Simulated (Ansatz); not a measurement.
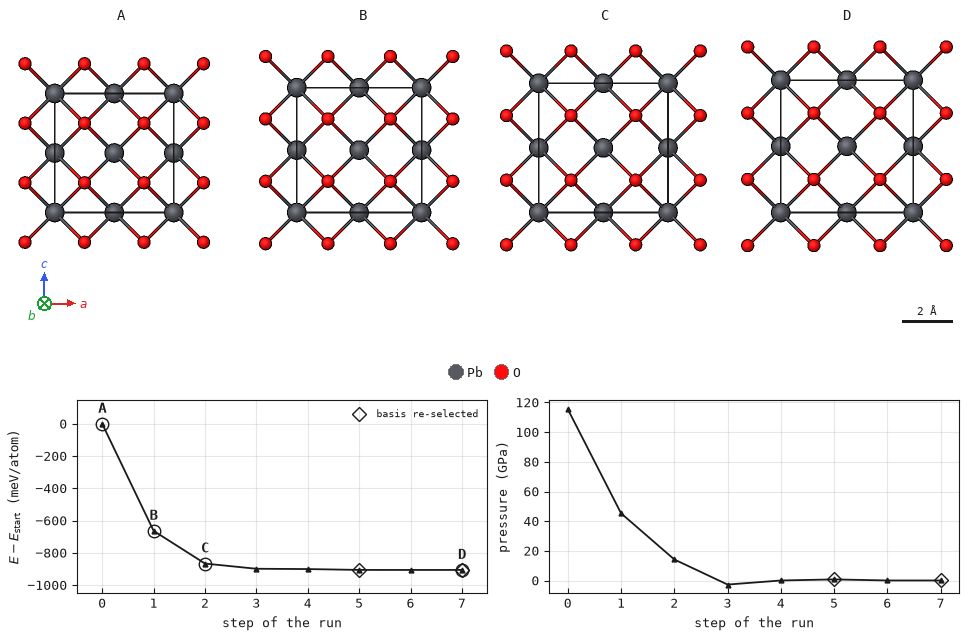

Frames of a relaxation of a crystal of PbO₂ (a generated structure, set up in Fm-3m) (coarse preliminary run), marked on the history of the run. Style: ball-and-stick. Shown: the conventional cell (4 times the calculation's cell), along the b axis. Lengths and directions refer to the drawn axes.

Case: Zr → Pb on all its sites, cell and atoms relaxed.

Method: DFT r2SCAN, scalar-relativistic, plane waves, PAW in Ansatz. Set-up: plane-wave cutoff 500 eV; k-point mesh 8 × 8 × 8; occupations gaussian; smearing width 0.1 eV; no spin polarisation; cell and atoms relaxed; force threshold 0.05 eV/Å; at most 60 steps.

**What happens along the run?**

The energy falls by 906 meV per atom in 5 accepted moves (7 points after the start). All forces vanish by symmetry, so only the cell relaxes. The pressure goes from 115.47 to 0.05 GPa. At 2 points the geometry stayed and the basis and grid were re-selected for the new cell (energy shift of 5.3 meV per atom at most each time). The atoms keep their places relative to the cell (all moves are under 0.005 Å). Cell: a = b = c 4.778 → 5.316 Å (+11.3 %). Volume +37.8 %. Among the contacts that change: O–Pb 2.069 → 2.302 Å. The space group stays Fm-3m (No. 225). Cost: 14 s on 1 thread of Oxide Virtual Turin-like Processor (Zen 5), with other jobs on the host, peak memory 0.48 GiB. From step 0 to 1: volume +15.3 %, energy −663 meV per atom. From step 1 to 2: volume +11.0 %, energy −203 meV per atom. From step 2 to 7: volume +7.6 %, energy −39.6 meV per atom.

```
step  E − E(0), meV/atom  pressure, GPa  volume, Å³/atom                      note
   0                0.00         115.47            9.088                          
   1             -663.50          45.31           10.483                          
   2             -866.27          14.20           11.633                          
   3             -898.58          -2.71           12.673                          
   4             -900.46           0.04           12.466                          
   5             -905.77           0.77           12.466  same geometry, new basis
   6             -905.89           0.05           12.521                          
   7             -905.91           0.05           12.521  same geometry, new basis
```
